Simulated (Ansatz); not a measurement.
**Si: density, localisation and related maps**

```
Si
1.0
     6.69117    6.69117    0.00000
    -6.69117    6.69117    0.00000
     0.00000    0.00000    3.86084
Si
16
Cartesian
  -2.1505 4.5407 1.7872
  1.1951 1.1951 3.7176
  1.1951 7.8863 3.7952
  4.5407 4.5407 1.8648
  -1.1951 5.4961 3.7952
  2.1505 2.1505 1.8648
  2.1505 8.8416 1.7872
  5.4961 5.4961 3.7176
  -4.5407 4.5407 1.6088
  -1.1951 1.1951 3.5392
  -1.1951 7.8863 0.5304
  2.1505 4.5407 2.4608
  -5.4961 5.4961 3.5392
  -2.1505 2.1505 1.6088
  -2.1505 8.8416 2.4608
  1.1951 5.4961 0.5304
```

Space group Amm2; a point of a scan over the structure, not its minimum; a structure from a database of computed crystals, not necessarily the ambient phase; not relaxed (largest force 1.2 eV/Å); PAW files of the earlier set (soft_1).

These are results of Ansatz, DFT PBE, scalar-relativistic, plane waves, PAW, not measurements.

In a PAW calculation such maps are meaningful between the atoms, not at the nuclei.

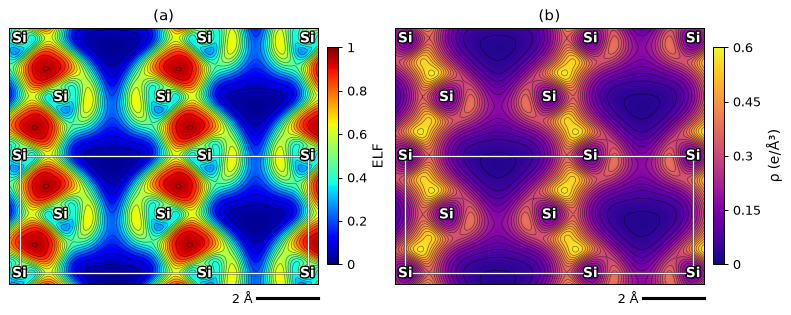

Figure 1. (a) electron localisation function; (b) valence charge density (pseudo) on the (100) plane of the conventional cell.

Q: Interpret the plot.

A:
- Atoms in the plane: Si.
- Si–Si (2.36 Å): ρ is about 0.56 e/Å³ halfway; the ELF peaks at about 0.95 between the atoms.
- Between the atoms the lowest density in this plane is 0.02 e/Å³.

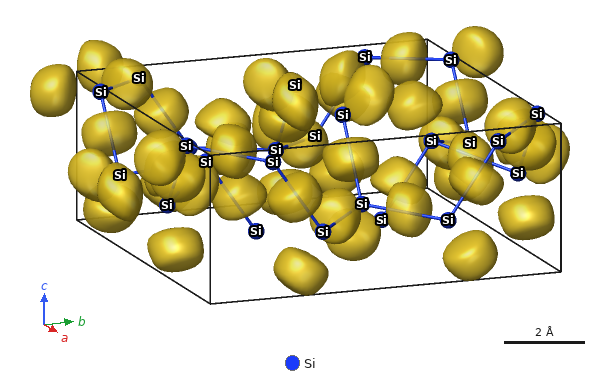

Figure 2. Isosurface of the electron localisation function at 0.8 (yellow), seen slightly off an axis. Only the valence region is drawn (cores and ρ < 0.01 e/Å³ removed). Sticks mark near contacts.

Q: Describe the localisation domains.

A: At this value the surface marks out 32 regions between bonded Si–Si atoms, counted in one cell of 16 atoms. Regions shared between cells count once. Along the contacts the grid gives the following. Si–Si (2.29 Å): the ELF peaks at about 0.95 between the atoms.

Q: Does the calculation make it a metal, or give it a gap?

A: It is metallic or semimetallic at this level of theory: no gap opens.
